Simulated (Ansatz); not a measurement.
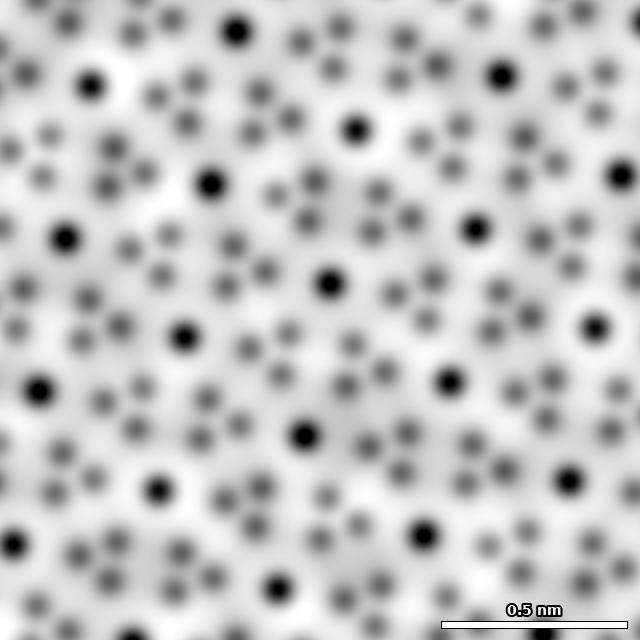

Phase-contrast TEM-like image of Al (Pm-3n, No. 223). Simulated in the weak-phase-object approximation with neutral-atom potentials: 300 kV, Cs = 10 µm, defocus −53 Å (negative is underfocus), defocus spread 15 Å, aperture 1.62 1/Å. The speckle of an amorphous layer was added. Atomic positions: a calculation's starting geometry; the starting structure was generated, so it need not be a known form of this composition.

```
CELL_PARAMETERS angstrom
5.16803 0.00000 0.00000
0.00000 5.16803 0.00000
0.00000 0.00000 5.16803
ATOMIC_POSITIONS crystal
Al 0.00000 0.00000 0.00000
Al 0.50000 0.50000 0.50000
Al 0.25000 0.00000 0.50000
Al 0.75000 0.00000 0.50000
Al 0.50000 0.25000 0.00000
Al 0.50000 0.75000 0.00000
Al 0.00000 0.50000 0.25000
Al 0.00000 0.50000 0.75000
```

Question: Along which zone axis is the crystal seen: [110], [111], [001] or [211]? (Directions equivalent by symmetry count as one.)

Answer: [111]. The projected cells are 2.58 × 3.65 Å, 90° for [110]; 4.22 × 4.22 Å, 120° for [111]; 5.17 × 5.17 Å, 90° for [001]; 2.98 × 3.65 Å, 90° for [211], and the image repeats as the [111] one does.
